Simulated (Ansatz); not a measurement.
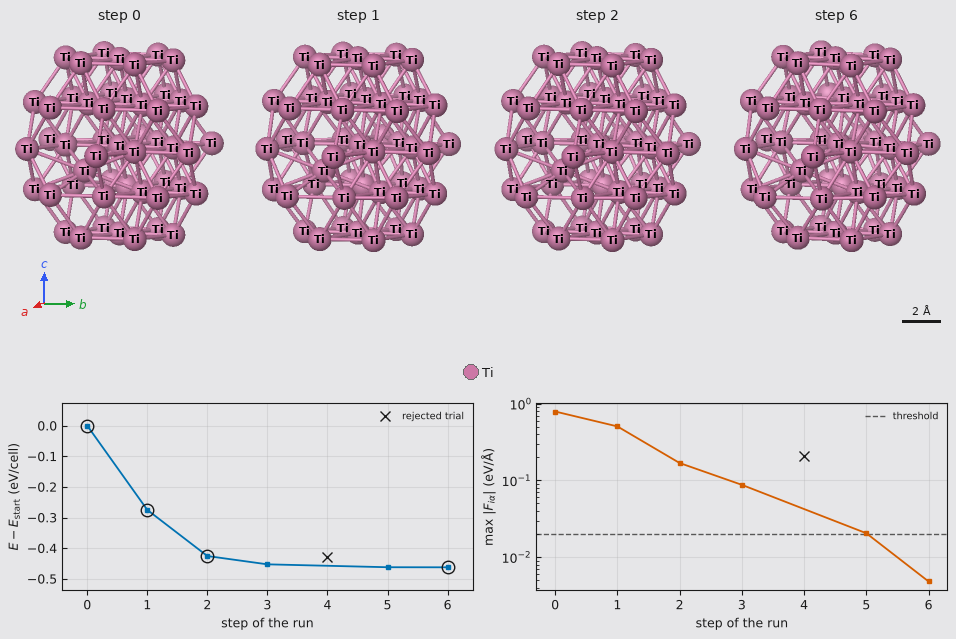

Frames of a relaxation of a defect cell of composition Ti (started half-way along a vacancy jump, in the symmetry of that start), marked on the history of the run. Style: ball-and-stick. Shown: the atoms within 5.8 Å of the atom that moves most (axes of the conventional cell (2 times the calculation's cell) (origin shifted)), slightly off an axis. Lengths and directions refer to the drawn axes.

Computed with Ansatz, DFT PBE, scalar-relativistic, plane waves, PAW. (plane-wave cutoff 420 eV; k-point mesh 3 × 3 × 4; occupations gaussian; smearing width 0.1 eV; no spin polarisation; atoms relaxed in a fixed cell; force threshold 0.02 eV/Å; at most 60 steps)

Describe the path.

The largest moves, 0.18 Å, are those of Ti atoms. The cell doesn't change. Some distances before and after: Ti–Ti 2.528 → 2.704 Å, Ti–Ti 2.938 → 3.111 Å, Ti–Ti 2.878 → 2.740 Å, Ti–Ti 2.938 → 3.075 Å. After 5 accepted moves (6 points after the start) the energy has fallen by 0.463 eV per cell of the calculation. The largest force component goes from 0.79 to 0.0048 eV/Å. The line search rejected the trial step at point 4 of the run. From step 0 to 1: Ti atoms move most (0.15 Å), energy −0.275 eV per cell of the calculation. From step 1 to 2: Ti atoms move most (0.05 Å), energy −0.151 eV per cell of the calculation. From step 2 to 6: Ti atoms move most (0.05 Å), energy −36.8 meV per cell of the calculation.

```csv
step,"E − E(0), meV/atom","largest force component, eV/Å",note
0,0.00,0.7919,
1,-7.86,0.5062,
2,-12.16,0.1687,
3,-12.94,0.0875,
4,-12.26,0.2064,rejected
5,-13.21,0.0205,
6,-13.22,0.0048,
```
